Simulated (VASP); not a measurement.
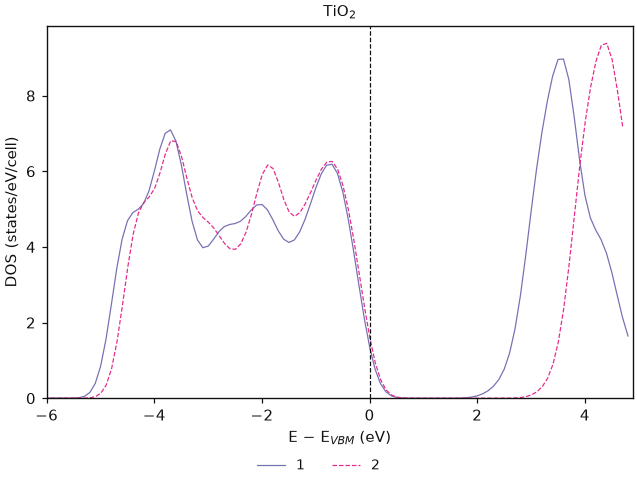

Total densities of states of anatase TiO$_{2}$, space group I4_1/amd (No. 141), 6 atoms in the primitive cell (a = 3.784 Å, c = 9.515 Å (tetragonal axes)), by two methods on the same cell. The DOS curves are built from the levels of the k mesh with Gaussians 0.55 eV wide, which also blur the band edges; ripples of that width can come from the mesh. Each is counted from its own valence-band top.

**Which curve is which? The methods: TB-mBJ, PBE.**

1 is PBE; 2 is TB-mBJ. PBE gives a gap of 2.10 eV and TB-mBJ gives a gap of 3.13 eV.

Settings. PBE: VASP PAW PBE potentials, release 64 (Ti_sv, O), no spin polarisation, no spin-orbit coupling, 10×10×10 k mesh, 520 eV cutoff, Gaussian smearing of 0.03 eV (VASP). TB-mBJ: VASP PAW PBE potentials, release 64 (Ti_sv, O), no spin polarisation, no spin-orbit coupling, 10×10×10 k mesh, 520 eV cutoff, Gaussian smearing of 0.03 eV (VASP 6.6.1).

Gaps are the smallest over all k points computed. LDA, GGA and most meta-GGA functionals understate gaps. TB-mBJ: the PAW data sets were made with another functional. TB-mBJ: this is a model potential built to give gaps, with no total energy. The cell is at 6 GPa in PBE.
